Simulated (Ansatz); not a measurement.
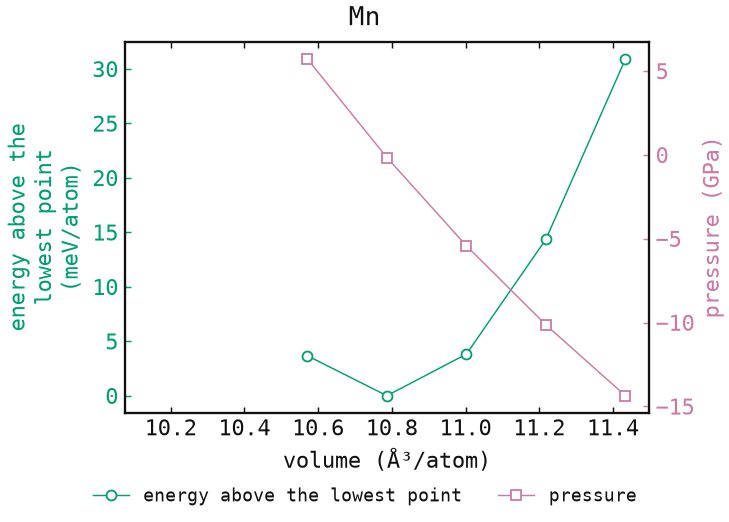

The picture above shows the energy above the lowest point and pressure against volume for Mn, space group Im-3m (No. 229) (one of a set of cubic test structures, which need not be the stable phase).

Method: equation of state of a cubic crystal from periodic Kohn-Sham density functional theory without spin, third-order Birch-Murnaghan fit to the free energies; pressure corrected for the finite basis (Ansatz 0.2.0 development build). Level: PBE.

```
                setting                   value
         structure type                     bcc
          atoms in cell                       1
     space group number                     229
       lattice centring  body-centred primitive
                 k mesh                19×19×19
      occupation method             Fermi–Dirac
       occupation width              0.06123 eV
            wave cutoff                  700 eV
               datasets                hard PAW
      density tolerance                1e-09 eV
                  bands                      12
   density cutoff ratio                       4
search for lower states                 default
```

The points at volume 10.14 Å³/atom and 10.36 Å³/atom are left out of the plot. What values does the calculation give there?

```
volume (Å³/atom)  energy above the lowest point (meV/atom)  pressure (GPa)
           10.14                                      37.0            19.6
           10.36                                      15.7            12.3
```

Keep in mind: cubic model structure, not the ambient form; modest k-mesh, values are not fully converged in k; no spin polarisation, a magnetic state may lie lower.
